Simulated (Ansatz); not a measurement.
System: C6O (slab).

The calculation's input:

```
crystal:
  lattice:
    - [2.4649796689, 0.0, 0.0]
    - [-1.2324898345, 2.1347350131, 0.0]
    - [0.0, 0.0, 25.7384333923]
  atoms:
    - { symbol: C, position: [0.0, 0.0, 0.330245439] }
    - { symbol: C, position: [0.3333333333, 0.6666666667, 0.3302454299] }
    - { symbol: C, position: [0.0, 0.0, 0.4611476011] }
    - { symbol: C, position: [0.6666666667, 0.3333333333, 0.4611475919] }
    - { symbol: C, position: [0.0, 0.0, 0.5920497631] }
    - { symbol: C, position: [0.3333333333, 0.6666666667, 0.592049754] }
    - { symbol: O, position: [0.0, 0.0, 0.6472201761] }
basis:
  ecutwfc: 420
kpoints:
  mp_grid: { grid: [12, 12, 1] }
hamiltonian:
  xc: pbe
  dispersion: d3bj
scf:
  occupations: { method: gaussian, width: 0.1 }
output:
  forces: true
  eigenvalues: true
  write_density: true
  write_potential: true
  elf: true
  volumetric_format: npy
relax:
  adjacent_minimum: "off"
  f_tol: 0.03
  max_steps: 70
  constraints: [{ sites: [0, 1] }]
efield:
  axis: 3
  dipole_correction: true
  ramp_width: 0.04
```

Command:

```sh
ansatz run input.yaml --threads 1 --pin off --max-ram 2560MiB --backend cpu --events-out ev --progress --plain --runs-dir out
```

The fields are those of the relaxed geometry.

All numbers below come from Ansatz, DFT PBE+D3(BJ), scalar-relativistic, plane waves, PAW.

What will maps of the valence pseudo-density and electron localisation function show?

Answer. C–O (1.38 Å): ρ is about 2.2 e/Å³ halfway; the ELF peaks at about 0.85 between the atoms.

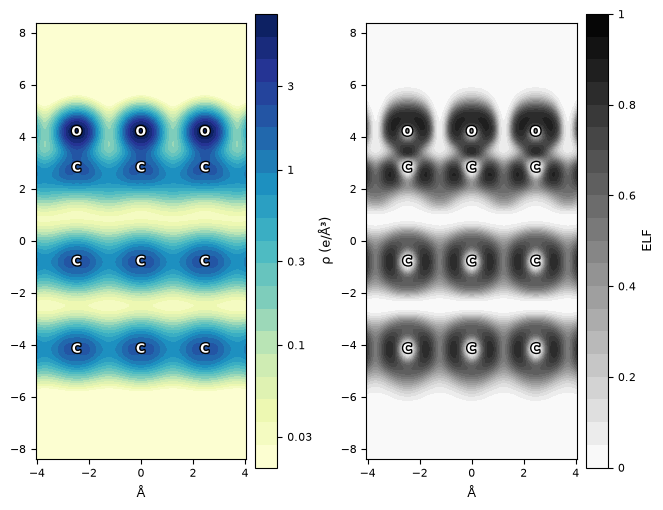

Computed valence pseudo-density and electron localisation function on the (11̄0) plane of the calculation cell, a cut from vacuum to vacuum, in this order. Atoms just off the plane (C, 0.7 Å away) can leave unmarked features too.

Core electrons are frozen (PAW), and the valence fields are smoothed inside the atomic spheres.
